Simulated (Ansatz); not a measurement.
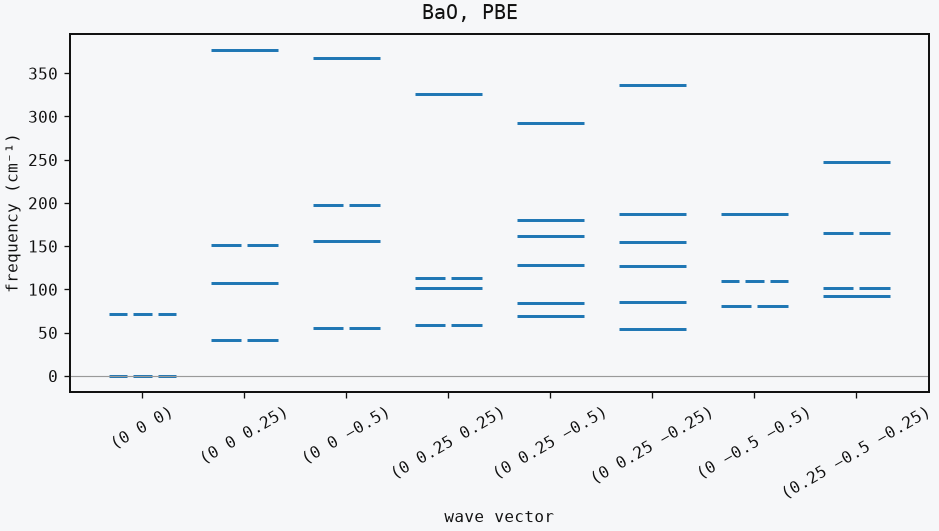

Calculation (Ansatz 0.2.0): harmonic phonon frequencies at the irreducible points of a q mesh with atoms at rest in the given cell, q in fractions of the reciprocal cell vectors, no long-range term at q = 0, imaginary frequencies are negative, the first points where there are many; plane waves with PAW datasets. Level: PBE, no spin polarisation.

- wave cutoff: 420 eV
- k mesh: 8×8×8
- occupations: fixed
- pressure: 0 GPa
- phonon method: linear response
- q mesh: 4×4×4

Starting cell:
```xyz
2
Lattice="0.0000 2.7868 2.7868 2.7868 0.0000 2.7868 2.7868 2.7868 0.0000" Properties=species:S:1:pos:R:3 pbc="T T T"
Ba    2.7868    2.7868    2.7868
O     0.0000    0.0000    0.0000
```

**Figure.** Phonon frequencies at several wave vectors (in fractions of the reciprocal vectors of the given cell) for BaO, space group Fm-3m (No. 225) (cell built by us, not taken from a database). Imaginary frequencies are drawn as negative.

No frequency is imaginary, so the structure is stable to these displacements at the wave vectors computed. The highest mode among the wave vectors computed lies at 376.9 cm⁻¹, at (0 0 0.25) (at the zone centre itself the field of polar modes is left out).
